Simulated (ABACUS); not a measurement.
**A series of single points on Mg**

System: Mg (Fm-3m, 1 atom in the cell).
Method: Kohn-Sham DFT of a periodic cell, PBE, PseudoDojo NC SR 0.4.1 PBE standard, no spin polarisation (ABACUS 3.10.1).

The 7 runs differ only in the geometry, by an even scaling of the cell at fixed fractional positions. The structure derives from a Materials Project entry.

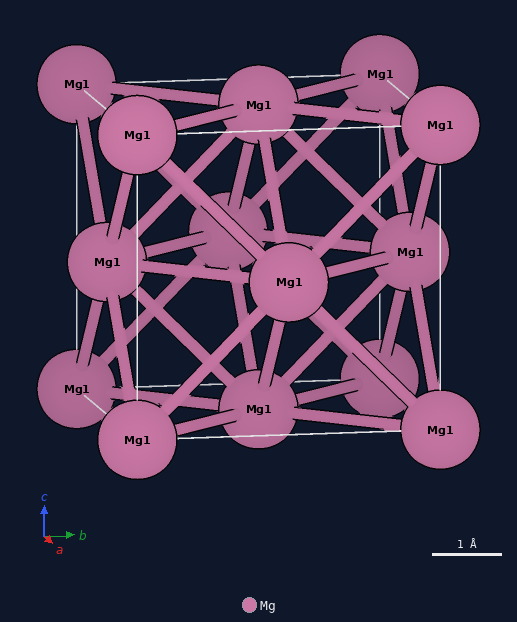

Figure 1. The structure of run 4 (ball-and-stick view of the cell 4 times as large as that of the calculation, set on its symmetry axes, seen slightly off an axis; atoms are numbered from 1 in the order of the input).

**Input of run 4**
```
INPUT_PARAMETERS
suffix              Mg
calculation         scf
basis_type          lcao
pseudo_dir          ./
orbital_dir         ./
symmetry            1
dft_functional      pbe
ecutwfc             100
pseudo_rcut         10
nspin               1
nbands              9
ks_solver           genelpa
smearing_method     fd
smearing_sigma      0.00367493
scf_thr             1e-07
scf_nmax            100
mixing_type         broyden
mixing_beta         0.7
cal_force           1
cal_stress          1
out_mul             1
```

**File STRU of run 4**
```
ATOMIC_SPECIES
Mg 24.3050 Mg.upf

NUMERICAL_ORBITAL
Mg_confined-atom_8au_3s2p1d.orb

LATTICE_CONSTANT
1.8897261246

LATTICE_VECTORS
0.0000000000 2.2442560000 2.2442560000
2.2442560000 0.0000000000 2.2442560000
2.2442560000 2.2442560000 0.0000000000

ATOMIC_POSITIONS
Direct

Mg
0.0
1
0.0000000000 0.0000000000 0.0000000000 1 1 1
```

**File KPT of run 4**
```
K_POINTS
0
Gamma
10 10 10 0 0 0
```

Command:
```bash
OMP_NUM_THREADS=1 mpirun -np 4 abacus > log
```

Run 3 differs from it as follows:
```diff
-0.0000000000 2.2442560000 2.2442560000
-2.2442560000 0.0000000000 2.2442560000
-2.2442560000 2.2442560000 0.0000000000
+0.0000000000 2.2291934254 2.2291934254
+2.2291934254 0.0000000000 2.2291934254
+2.2291934254 2.2291934254 0.0000000000
```

**Results, with one run withheld**

| run | volume per atom (Å³) | free energy per atom, from the lowest run given (meV) | pressure (GPa) |
| --- | --- | --- | --- |
| 1 | 21.251 | 26.21 | 4.29 |
| 2 | 21.703 | 15.51 | 3.22 |
| 3 | 22.155 | ? | ? |
| 4 | 22.607 | 2.91 | 1.34 |
| 5 | 23.059 | 0.22 | 0.52 |
| 6 | 23.512 | 0.00 | −0.24 |
| 7 | 23.964 | 1.52 | −0.94 |

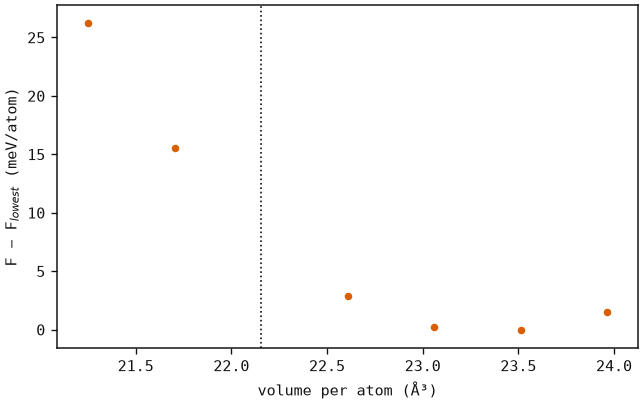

Figure 2. Free energy per atom of the runs given; the dotted line marks run 3.

Estimate the energy of run 3 from the others.

A cubic polynomial in V^(−2/3) (the Birch–Murnaghan form), fitted to the 6 runs given, misses them by at most 0.09 meV per atom. With x = V^(−2/3) − 0.12492 Å⁻², it reads F = 2.5236 + 2104.8 x + 4.1349e+05 x² + 7.7713e+05 x³ (meV per atom). At run 3 it gives 7.84 meV per atom, and the run itself gives 7.97. The slope of the fit gives a pressure −dF/dV of 2.23 GPa there, and the run prints 2.24 GPa. The fit has its minimum at 23.365 Å³ per atom, where V d²F/dV² gives 37.2 GPa: the bulk modulus at this level, since symmetry fixes the shape and the positions.

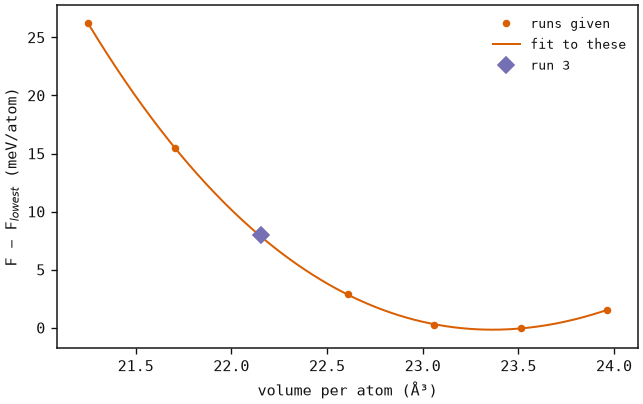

Figure 3. The fit and the withheld run.

**Some lines of the output (run 3)**
```
[...]
                          Volume (Bohr^3) = 149.51
                             Volume (A^3) = 22.1551
 E_Fermi        0.4506510019         6.1314214346
 E_Fermi        0.4478976376         6.0939599926
 E_Fermi        0.4466476092         6.0769524835
 E_Fermi        0.4466139612         6.0764946786
 E_Fermi        0.4466077328         6.0764099365
 E_Fermi        0.4466079975         6.0764135378
 E_KS(sigma->0) -118.7847220936      -1616.1490558192
 E_Fermi        0.4466079269         6.0764125782
 final etot is -1616.1505673 eV
 EFERMI = 6.0764125782 eV
 TOTAL-PRESSURE: 22.403584 KBAR
 !FINAL_ETOT_IS -1616.1505673208916960 eV
```

Notes: Points of doubt noted for this run: home made orbitals.
